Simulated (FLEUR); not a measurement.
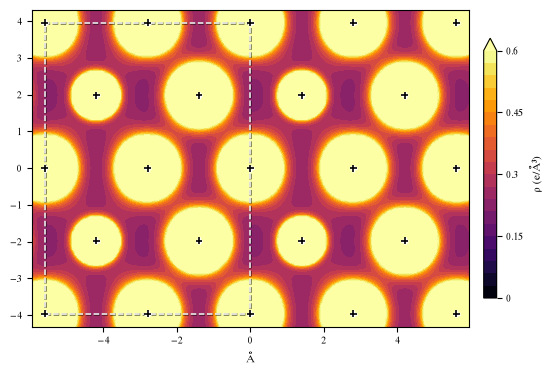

The electron density on a plane through atoms (crosses mark nuclei in the plane).

The calculation used Kohn-Sham DFT of a periodic cell, PBEsol, all-electron (FLEUR).

Candidates:
A. AlNi₃, a = 5.60 Å, b = 5.60 Å, c = 5.60 Å, α = 90.00°, β = 90.00°, γ = 90.00°. Space group Fm-3m; a structure from a database of computed crystals, not necessarily the ambient phase; spin-polarised.
B. LiF, a = 4.03 Å, b = 4.03 Å, c = 4.03 Å, α = 90.00°, β = 90.00°, γ = 90.00°. Space group Fm-3m.
C. KCl, a = 6.29 Å, b = 6.29 Å, c = 6.29 Å, α = 90.00°, β = 90.00°, γ = 90.00°. Space group Fm-3m.

### Which system is this?

Candidate A: AlNi₃ on the (110) plane of the conventional cell, which holds Ni and Al. Ni–Ni (2.43 Å): the density is about 0.35 e/Å³ at the midpoint. Al–Ni (2.43 Å): ρ is about 0.32 e/Å³ halfway, with its minimum of 0.28 e/Å³ about 0.9 Å from Al.
